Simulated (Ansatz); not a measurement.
# GeSi: a changed input and its effect

System: GeSi (P6₃mc, 4 atoms in the cell).
Method of the first run: DFT PBEsol, scalar-relativistic, plane waves, PAW, no spin polarisation (Ansatz 0.2.0).

The structure derives from a Materials Project entry. Text and figures count atoms from 1; the logs count them from 0 in places.

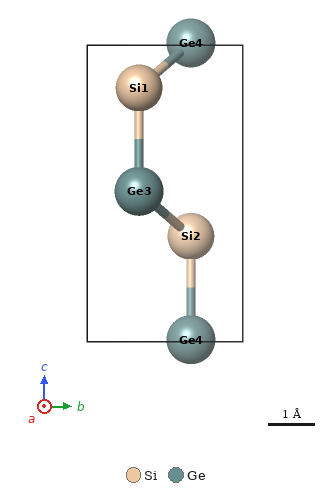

Fig. 1: The structure as given in the input (ball-and-stick view of the cell of the calculation, along the a axis; atoms are numbered from 1 in the order of the input).

**Input, the first run**
```yaml
crystal:
  lattice:
    - [3.9044512986, 0.0, 0.0]
    - [-1.9522256493, 3.3813540124, 0.0]
    - [0.0, 0.0, 6.450783]
  atoms:
    - { symbol: Si, position: [0.6666666667, 0.3333333333, 0.8560046071] }
    - { symbol: Si, position: [0.3333333333, 0.6666666667, 0.3560046071] }
    - { symbol: Ge, position: [0.6666666667, 0.3333333333, 0.5075852838] }
    - { symbol: Ge, position: [0.3333333333, 0.6666666667, 0.0075852838] }
basis:
  ecutwfc: 420
kpoints:
  mp_grid: { grid: [12, 12, 6] }
hamiltonian:
  xc: pbesol
scf:
  occupations: { method: gaussian, width: 0.03 }
output:
  forces: true
  stress: true
  eigenvalues: true
```

Launched with:
```bash
ansatz run input.yaml --threads 2 --pin off --max-ram 5120MiB --backend cpu --events-out ev --progress --plain --runs-dir out
```

Hardware: 2 threads of Intel Xeon @ 2.50GHz (Skylake/Cascade Lake), 192 GiB of memory available, shared host.

**Output, shortened to warnings, some set-up lines, iterations and results (the first run)**
```
Basis set: ecut = 420 eV, 1689 PW (Γ), exchange–correlation on 54×54×90 points (8 copies of the dense FFT grid, shifted against one another)
Symmetry: 12 space group operations
k-points: 76 of 864 (time reversal used)
Initial density: superposition of atomic densities (neutral atoms: chi_scale 0, normalization atom), corrected by the library's trained network
[...]
SCF iter   1: F=—  HF=-9749.488482 eV  |F-HF|=—  |Δ(HF+E_count)|=         —  Δρ=2.72e-3  dr2=7.89e-3  ethr=1.77e-3  ⟨swp⟩=6.1  Hψ=8056  notcnv=0
SCF iter   2: F=—  HF=-9749.485684 eV  |F-HF|=—  |Δ(HF+E_count)|=   2.80e-3  Δρ=1.80e-3  dr2=3.57e-3  ethr=2.19e-5  ⟨swp⟩=1.5  Hψ=2351  notcnv=0
SCF iter   3: F=—  HF=-9749.485208 eV  |F-HF|=—  |Δ(HF+E_count)|=   4.76e-4  Δρ=8.72e-4  dr2=2.76e-4  ethr=9.91e-6  ⟨swp⟩=2.0  Hψ=3314  notcnv=0
SCF iter   4: F=—  HF=-9749.484920 eV  |F-HF|=—  |Δ(HF+E_count)|=   2.88e-4  Δρ=2.78e-4  dr2=8.52e-5  ethr=7.68e-7  ⟨swp⟩=2.0  Hψ=2629  notcnv=0
SCF iter   5: F=—  HF=-9749.484909 eV  |F-HF|=—  |Δ(HF+E_count)|=   1.12e-5  Δρ=8.98e-5  dr2=1.39e-5  ethr=2.37e-7  ⟨swp⟩=2.0  Hψ=2188  notcnv=0
SCF iter   6: F=—  HF=-9749.484913 eV  |F-HF|=—  |Δ(HF+E_count)|=   4.59e-6  Δρ=4.74e-5  dr2=1.27e-6  ethr=3.85e-8  ⟨swp⟩=2.0  Hψ=2277  notcnv=0
SCF iter   7: F=—  HF=-9749.484914 eV  |F-HF|=—  |Δ(HF+E_count)|=   2.51e-7  Δρ=1.64e-5  dr2=1.45e-7  ethr=3.52e-9  ⟨swp⟩=2.0  Hψ=3004  notcnv=0
SCF iter   8: F=-9749.484914 eV  HF=-9749.484914 eV  |F-HF|=2.79e-9  |Δ(HF+E_count)|=   1.27e-8  Δρ=3.06e-6  dr2=4.09e-9  ethr=2.78e-10  ⟨swp⟩=4.1  Hψ=6105  notcnv=0
SCF 1 converged in 8 iterations: F = -9749.484914 eV  dr2 = 4.09e-9
SCF converged after 8 iterations
Free energy (F): -9749.484914 eV
Harris-Foulkes:  -9749.484914 eV  (|F-HF|=2.79e-9)
Internal energy: -9749.484545 eV  (E = F + TS)
E sigma→0 (E₀):  -9749.484729 eV
Entropy (-TS):   -0.000368 eV (-0.092 meV/atom)
Fermi energy:    7.819480 eV
--- Per-component energies (eV) ---
  E_band       = -307.618420
  E_kinetic    = 303.722685
  E_local      = -5306.160295  (includes V_loc(G=0)·N_el)
  E_nonlocal   = 893.291087
  E_hartree    = 2329.026012
  E_xc         = -259.313446
  E_vxc        = -223.180457  (∫ρ·V_xc dr)
  E_paw        = -4956.922249  (= ΣΔE_a)
  E_vpaw       = -633.340815  (= ΣTr[D̂ρ^β])
  E_aug_tail   = 0.000574  (compensation charges beyond the density's cutoff)
  E_ewald      = -2755.027908
  E_core_change = 1.898994  (= ΣΔE_core)
  E_smearing   = -0.000368  (= −TS)
  E_closure    = 0.000000  (closes the sum)
  Σ components = -9749.484914   (vs F -9749.484914, Δ=0.00e0)
--- Forces (eV/Å), atoms counted from 1 ---
  atom   1  Si     0.00000000    -0.00000000     2.44516057
  atom   2  Si     0.00000000     0.00000000     2.44516057
  atom   3  Ge     0.00000000    -0.00000000    -2.44516294
  atom   4  Ge    -0.00000000     0.00000000    -2.44516294
  max |Σ_I F_I| component: 4.74e-6 eV/Å
--- Stress (GPa, compression-positive) ---
       -3.344883       0.000000       0.000000
        0.000000      -3.344883       0.000000
        0.000000       0.000000       8.261176
  P = ⅓ Tr σ = 0.5238 GPa (5.238 kbar)
```

The input of the second run differs as follows (lines with − go, lines with + come):
```diff
-    - { symbol: Si, position: [0.6666666667, 0.3333333333, 0.8560046071] }
-    - { symbol: Si, position: [0.3333333333, 0.6666666667, 0.3560046071] }
-    - { symbol: Ge, position: [0.6666666667, 0.3333333333, 0.5075852838] }
-    - { symbol: Ge, position: [0.3333333333, 0.6666666667, 0.0075852838] }
+    - { symbol: Si, position: [0.6666666667, 0.3333333333, 0.8606552053] }
+    - { symbol: Si, position: [0.3333333333, 0.6666666667, 0.3606552053] }
+    - { symbol: Ge, position: [0.6666666667, 0.3333333333, 0.5057869629] }
+    - { symbol: Ge, position: [0.3333333333, 0.6666666667, 0.0057869629] }
```

How does the second run compare with the first run?

With the same functional and potentials, the second run lies 43.5 meV per atom lower. The pressure goes from 0.52 to 0.10 GPa. The largest force goes from 2.445 to 1.757 eV/Å. The SCF takes 7 iterations against 8.

**Output, shortened to warnings, some set-up lines, iterations and results (the second run)**
```
Basis set: ecut = 420 eV, 1689 PW (Γ), exchange–correlation on 54×54×90 points (8 copies of the dense FFT grid, shifted against one another)
Symmetry: 12 space group operations
k-points: 76 of 864 (time reversal used)
Initial density: superposition of atomic densities (neutral atoms: chi_scale 0, normalization atom), corrected by the library's trained network
[...]
SCF iter   1: F=—  HF=-9749.662477 eV  |F-HF|=—  |Δ(HF+E_count)|=         —  Δρ=2.66e-3  dr2=7.48e-3  ethr=1.77e-3  ⟨swp⟩=6.1  Hψ=8065  notcnv=0
SCF iter   2: F=—  HF=-9749.659581 eV  |F-HF|=—  |Δ(HF+E_count)|=   2.90e-3  Δρ=1.60e-3  dr2=2.63e-3  ethr=2.08e-5  ⟨swp⟩=2.3  Hψ=3109  notcnv=0
SCF iter   3: F=—  HF=-9749.659254 eV  |F-HF|=—  |Δ(HF+E_count)|=   3.27e-4  Δρ=6.45e-4  dr2=1.53e-4  ethr=7.31e-6  ⟨swp⟩=2.0  Hψ=3131  notcnv=0
SCF iter   4: F=—  HF=-9749.659061 eV  |F-HF|=—  |Δ(HF+E_count)|=   1.93e-4  Δρ=2.36e-4  dr2=4.20e-5  ethr=4.24e-7  ⟨swp⟩=2.1  Hψ=2656  notcnv=0
SCF iter   5: F=—  HF=-9749.659049 eV  |F-HF|=—  |Δ(HF+E_count)|=   1.19e-5  Δρ=6.96e-5  dr2=4.03e-6  ethr=1.17e-7  ⟨swp⟩=2.0  Hψ=2962  notcnv=0
SCF iter   6: F=—  HF=-9749.659049 eV  |F-HF|=—  |Δ(HF+E_count)|=   3.90e-7  Δρ=1.98e-5  dr2=2.73e-7  ethr=1.12e-8  ⟨swp⟩=2.0  Hψ=3038  notcnv=0
SCF iter   7: F=-9749.659049 eV  HF=-9749.659049 eV  |F-HF|=2.00e-8  |Δ(HF+E_count)|=   9.95e-8  Δρ=6.91e-6  dr2=2.14e-8  ethr=2.78e-10  ⟨swp⟩=5.0  Hψ=7149  notcnv=0
SCF 1 converged in 7 iterations: F = -9749.659049 eV  dr2 = 2.14e-8
SCF converged after 7 iterations
Free energy (F): -9749.659049 eV
Harris-Foulkes:  -9749.659049 eV  (|F-HF|=2.00e-8)
Internal energy: -9749.658881 eV  (E = F + TS)
E sigma→0 (E₀):  -9749.658965 eV
Entropy (-TS):   -0.000168 eV (-0.042 meV/atom)
Fermi energy:    7.850692 eV
--- Per-component energies (eV) ---
  E_band       = -307.016632
  E_kinetic    = 303.659700
  E_local      = -5305.347004  (includes V_loc(G=0)·N_el)
  E_nonlocal   = 893.274382
  E_hartree    = 2329.045860
  E_xc         = -259.282590
  E_vxc        = -223.153081  (∫ρ·V_xc dr)
  E_paw        = -4957.041692  (= ΣΔE_a)
  E_vpaw       = -633.553495  (= ΣTr[D̂ρ^β])
  E_aug_tail   = 0.000598  (compensation charges beyond the density's cutoff)
  E_ewald      = -2755.867127
  E_core_change = 1.898994  (= ΣΔE_core)
  E_smearing   = -0.000168  (= −TS)
  E_closure    = 0.000000  (closes the sum)
  Σ components = -9749.659049   (vs F -9749.659049, Δ=0.00e0)
--- Forces (eV/Å), atoms counted from 1 ---
  atom   1  Si     0.00000000    -0.00000000     1.75741158
  atom   2  Si    -0.00000000     0.00000000     1.75741158
  atom   3  Ge    -0.00000000    -0.00000000    -1.75740307
  atom   4  Ge    -0.00000000     0.00000000    -1.75740307
  max |Σ_I F_I| component: 1.70e-5 eV/Å
--- Stress (GPa, compression-positive) ---
       -2.607548       0.000000       0.000000
       -0.000000      -2.607548       0.000000
        0.000000       0.000000       5.506116
  P = ⅓ Tr σ = 0.0970 GPa (0.970 kbar)
```

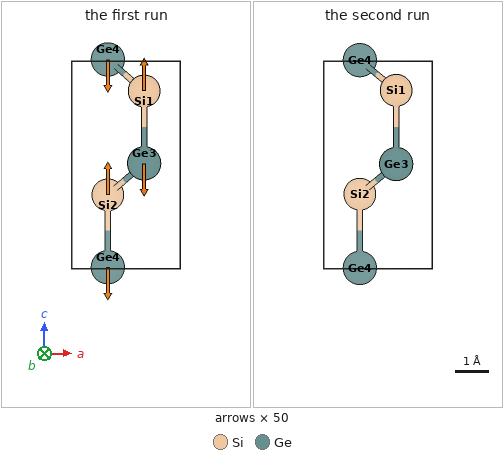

Fig. 2: The two input geometries at one scale (ball-and-stick view of the cell of the calculation, along the b axis). The orange arrows on the first give the shifts of the atoms relative to the cell, with their mean removed, magnified 50 times. The largest moves, 0.021 Å, are those of Si1, Si2, Ge3 and Ge4. By element the largest moves are Ge 0.021 Å, Si 0.021 Å. (The mean shift of all atoms is removed.) The cell doesn't change. Among the contacts that change: Si1–Ge3 2.248 → 2.289 Å, Si1–Ge4 2.457 → 2.441 Å.

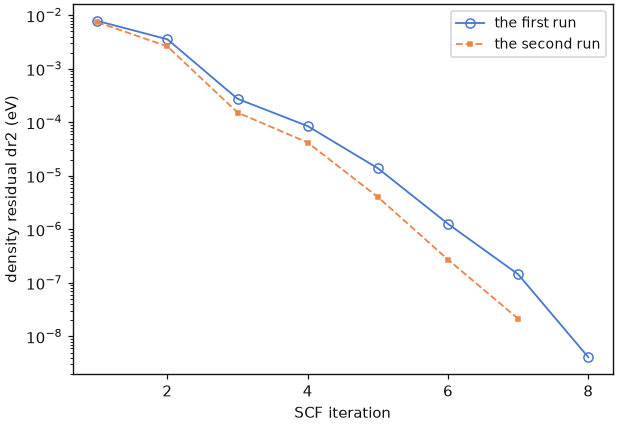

Fig. 3: Convergence of the two runs: density residual dr2 against the SCF iteration. The first run takes 8 iterations in all, and the second run takes 7.

**The two runs side by side**

| quantity | the first run | the second run |
| --- | --- | --- |
| outcome | converged | converged |
| free energy per atom (eV) | −2437.3712 | −2437.4148 |
| gap on the mesh (eV) | 0.00 | 0.00 |
| pressure (GPa) | 0.52 | 0.10 |
| largest force (eV/Å) | 2.445 | 1.757 |
| SCF iterations | 8 | 7 |
| irreducible k-points | 76 | 76 |
| plane waves at Γ | 1689 | 1689 |
| wall time (shared host) | 11 s | 10 s |
